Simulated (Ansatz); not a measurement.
Consider C.

```
C
1.0
     4.20655    0.00000    0.00000
     0.00000    8.66743    0.00000
     0.00000    0.00000    2.48566
C
16
Direct
  0.31494 0.66665 0.00000
  0.81494 0.16665 0.00000
  0.18506 0.83335 0.00000
  0.68506 0.33335 0.00000
  0.18506 0.16665 0.00000
  0.68506 0.66665 0.00000
  0.31494 0.33335 0.00000
  0.81494 0.83335 0.00000
  0.31532 0.91076 0.50000
  0.81532 0.41076 0.50000
  0.18468 0.58924 0.50000
  0.68468 0.08924 0.50000
  0.18468 0.41076 0.50000
  0.68468 0.91076 0.50000
  0.31532 0.08924 0.50000
  0.81532 0.58924 0.50000
```

Space group Cmmm; a structure from a database of computed crystals, not necessarily the ambient phase.

All numbers below come from DFT LDA, scalar-relativistic, plane waves, PAW (Ansatz).

Q: What can the converged valence pseudo-density and electron localisation function tell about the bonding?

A: C–C (1.54 Å): ρ is about 1.6 e/Å³ halfway; the ELF peaks at about 0.95 between the atoms: localised, covalent bonding.
C–C (1.56 Å): the density is about 1.6 e/Å³ at the midpoint; the ELF peaks at about 0.95 between the atoms, as expected for a shared electron pair.

Q: Does the calculation give a band gap?

A: It is gapped, with a Kohn–Sham gap of 3.1 eV on the k-point mesh (the band edges may lie off the mesh, which would make the gap smaller).

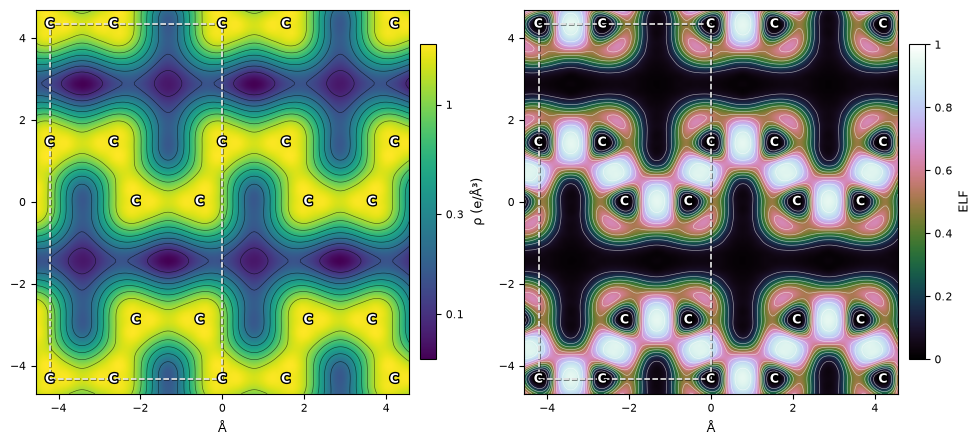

Computed valence pseudo-density and electron localisation function on the (001) plane of the conventional cell, in this order. 

The density is the valence pseudo-density of a PAW calculation; it isn't the true density close to the nuclei.
